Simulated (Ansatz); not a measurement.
**Single-point calculation of Si**

Si (I4/mmm, 1 atom in the cell), computed with DFT LDA, scalar-relativistic, plane waves, PAW, no spin polarisation (Ansatz 0.2.0).

The structure derives from a Materials Project entry. It belongs to a series of runs on one base structure; here: strain -0.030 along x and y, +0.000 along z, atoms carried along. Figures and captions count atoms from 1; the log counts them from 0 in places.

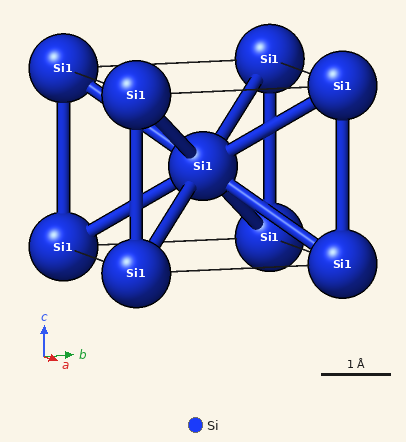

Figure 1. The structure as given in the input (ball-and-stick view of the cell 2 times as large as that of the calculation, set on its symmetry axes, seen slightly off an axis; atoms are numbered from 1 in the order of the input). An atom can appear more than once, as a periodic image. Near neighbours in the periodic cell (some may lie outside the picture): Si has 10 Si at 2.60 to 2.61 Å.

## Results in brief

```tsv
quantity	value
outcome	converged
space group (tolerance 0.01 Å)	I4/mmm (139)
electrons treated	4
free energy	−608.2391 eV
Fermi energy	11.834 eV
gap on the k-point mesh	none (metallic)
pressure	6.69 GPa
largest force (length of the vector)	under 0.001 eV/Å
hardware	2 threads of Arm Neoverse V2, 24 GiB of memory available, shared host
wall time	5.3 s (CPU time 10 s)
peak memory	0.45 GiB
```

## Notes

The cell is under a pressure of 6.7 GPa at this level, so it is not at its equilibrium volume.

## Input
```yaml
crystal:
  lattice:
    - [-1.5865930527, 1.5865930527, 1.3048122898]
    - [1.5865930527, -1.5865930527, 1.3048122898]
    - [1.5865930527, 1.5865930527, -1.3048122898]
  atoms:
    - { symbol: Si, position: [0.0, 0.0, 0.0] }
basis:
  ecutwfc: 420
kpoints:
  mp_grid: { grid: [28, 28, 28] }
hamiltonian:
  xc: lda
scf:
  occupations: { method: gaussian, width: 0.15 }
output:
  forces: true
  stress: true
  eigenvalues: true
  write_density: true
  write_potential: true
  elf: true
  volumetric_format: npy
```

Launch command:
```bash
ansatz run input.yaml --threads 2 --pin off --max-ram 5120MiB --backend cpu --events-out ev --progress --plain --runs-dir out
```

## Output
```
Engine: ansatz 0.2.0, aarch64-unknown-linux-gnu
Pseudopotentials: kind: paw
Pseudopotential: Si, paw, valence charge 4, recommended cutoff 420 eV (normal), Si.paw.azcp
Functional definition: SPW92
  exchange = slater_x
  correlation = pw_c
Crystal: 1 atoms, lattice volume = 13.138 Å³
Basis set: ecut = 420 eV, 273 PW (Γ)
Bands: 6, of which v1, the nominal top of the filled ones, is band 2 counted from 1 (1 counted from 0)
Symmetry: 16 space group operations
Space group: I4/mmm (ITA 139), of the structure as read, at distance tolerance 2.4e-5 Å
k-points: 1639 of 21952
Non-local potential: Si, projectors of the file, l = 0: 2, l = 1: 2, l = 2: 2
PAW form: soft (Blöchl's): semilocal exchange-correlation on the pseudo side does not see the compensation charge
PAW frozen core: Si, regenerated for the run's functional, and the local potential with it (the file was generated under x = pbe(κ = 0.804, μ = 0.2195149727645171), c = pbe(β = 0.06672455060314922))
PAW one-centre angular grid: Si, 110 points (default); XC on 64 Gauss nodes
Initial density: superposition of atomic densities (neutral atoms: chi_scale 0, normalization atom), corrected by the library's trained network
Initial wavefunctions: pseudopotential atomic-orbital guess
Functional: x = slater, c = lda
SCF iter   1: F=—  HF=-608.239665 eV  |F-HF|=—  |Δ(HF+E_count)|=         —  Δρ=3.89e-3  dr2=1.44e-3  ethr=1.77e-3  ⟨swp⟩=5.0  Hψ=92641  notcnv=0
preconditioner: auto → none  [metal: Δε(μ)=0.006 eV  Ē_g=14.549 eV  σ=0.150 eV  W_gap=0.02  n_scr=0 (ndim 8)  ℏωp=20.5 eV  f_vac=0.000  D(μ)=0.37/eV (n_scr^D=0)]
SCF iter   2: F=—  HF=-608.239162 eV  |F-HF|=—  |Δ(HF+E_count)|=   5.03e-4  Δρ=1.63e-3  dr2=2.21e-4  ethr=3.60e-5  ⟨swp⟩=1.1  Hψ=23062  notcnv=0
SCF iter   3: F=—  HF=-608.239080 eV  |F-HF|=—  |Δ(HF+E_count)|=   8.26e-5  Δρ=1.30e-4  dr2=6.40e-7  ethr=5.52e-6  ⟨swp⟩=2.0  Hψ=12734  notcnv=0
SCF iter   4: F=—  HF=-608.239080 eV  |F-HF|=—  |Δ(HF+E_count)|=   6.24e-7  Δρ=1.68e-5  dr2=3.31e-8  ethr=1.60e-8  ⟨swp⟩=2.0  Hψ=12757  notcnv=0
iter 5 did not close the SCF: its close was put off for the readings that it lacked (scf_convergence_deferred on its scf_iter line)
SCF iter   5: F=-608.239080 eV  HF=-608.239080 eV  |F-HF|=2.87e-10  |Δ(HF+E_count)|=   1.52e-8  Δρ=2.56e-6  dr2=6.92e-10  ethr=8.27e-10  ⟨swp⟩=2.0  Hψ=12730  notcnv=0
SCF iter   6: F=-608.239080 eV  HF=-608.239080 eV  |F-HF|=1.14e-13  |Δ(HF+E_count)|=  2.30e-10  Δρ=9.07e-8  dr2=7.15e-13  ethr=1.73e-11  ⟨swp⟩=3.8  Hψ=38464  notcnv=0
SCF 1 converged in 6 iterations: F = -608.239080 eV  dr2 = 7.15e-13
  greatest PAW one-centre occupation: 0.674 electrons in one spin orbital (limit 2), on the Si atom at site 0 (counted from 0), in its partial waves of l = 0
SCF converged after 6 iterations
Free energy (F): -608.239080 eV
Harris-Foulkes:  -608.239080 eV  (|F-HF|=1.14e-13)
Internal energy: -608.234884 eV  (E = F + TS)
E sigma→0 (E₀):  -608.236982 eV
Entropy (-TS):   -0.004196 eV (-4.196 meV/atom)
Fermi energy:    11.834467 eV
--- Per-component energies (eV) ---
  E_band       = 23.261165
  E_kinetic    = 43.501676
  E_local      = 4.294214  (includes V_loc(G=0)·N_el)
  E_nonlocal   = 26.632211
  E_hartree    = 0.404773
  E_xc         = -56.664153
  E_vxc        = -49.507732  (∫ρ·V_xc dr)
  E_paw        = -485.695193  (= ΣΔE_a)
  E_vpaw       = -2.468757  (= ΣTr[D̂ρ^β])
  E_aug_tail   = 0.000006  (compensation charges beyond the density's cutoff)
  E_ewald      = -140.792750
  E_core_change = 0.084331  (= ΣΔE_core)
  E_smearing   = -0.004196  (= −TS)
  E_closure    = 0.000000  (closes the sum)
  Σ components = -608.239080   (vs F -608.239080, Δ=0.00e0)
--- Forces (eV/Å), atoms counted from 1 ---
  atom   1  Si     0.00000000     0.00000000     0.00000000
  max |Σ_I F_I| component: 3.94e-31 eV/Å
--- Stress (GPa, compression-positive) ---
        7.194670       0.000000       0.000000
        0.000000       7.194670       0.000000
       -0.000000      -0.000000       5.667016
  P = ⅓ Tr σ = 6.6855 GPa (66.855 kbar)
--- Band table (eV; the first three rows and the last of 1639) ---
  k-point 0: bands = ["-3.4440", "21.7296", "22.6990", "22.6990", "25.3139", "26.3389"]
  k-point 1: bands = ["-3.4073", "20.8419", "22.7203", "23.2733", "25.4972", "25.8697"]
  k-point 2: bands = ["-3.2974", "19.4558", "22.7836", "23.7856", "25.1941", "25.9643"]
  k-point 1638: bands = ["9.4386", "9.4386", "10.7529", "12.8535", "15.8565", "18.3683"]
```

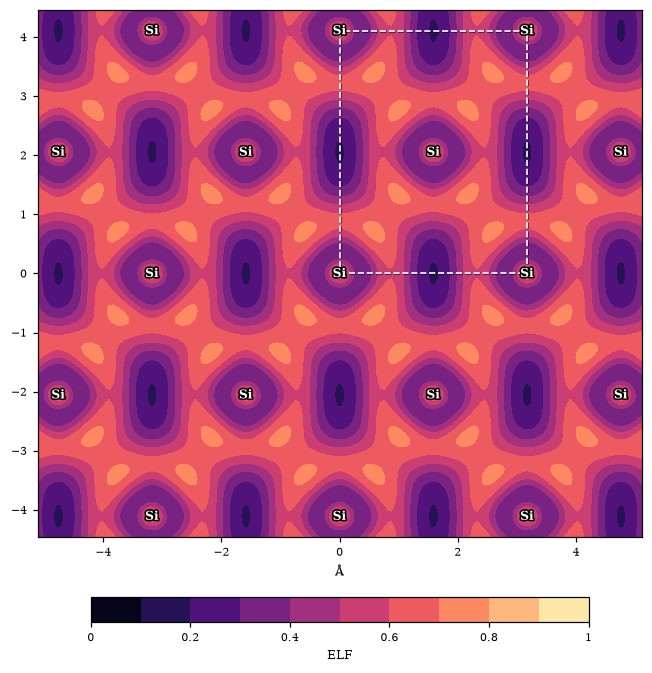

Figure 2. Electron localisation function on the (011̄) plane of the conventional cell. Atoms in the plane: Si. In a PAW calculation such maps are meaningful between the atoms, not at the nuclei.

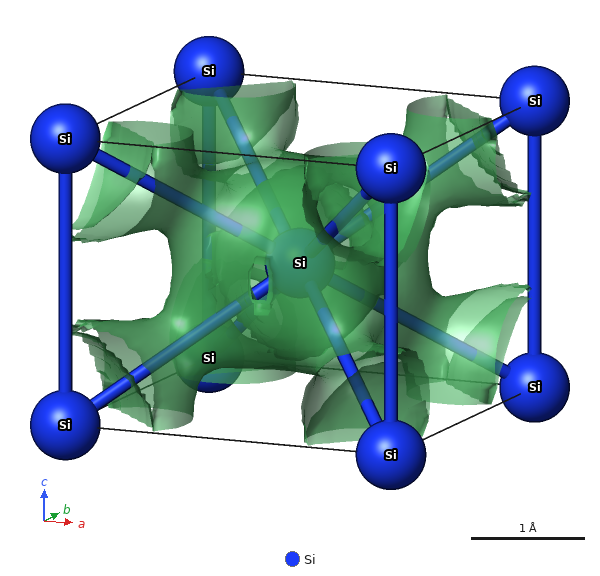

Figure 3. Isosurface of the electron localisation function at 0.6 (green), seen at an oblique angle. Core shells and regions of very low density are left out. Sticks mark near contacts. The outline is the cell set on symmetry axes. The ELF exceeds this value in one network that runs through the whole crystal, counted in one cell of 2 atoms. Along the contacts the grid gives the following. Si–Si (2.60 Å): the ELF peaks at about 0.75 between the atoms (localised, shared-pair bonding).
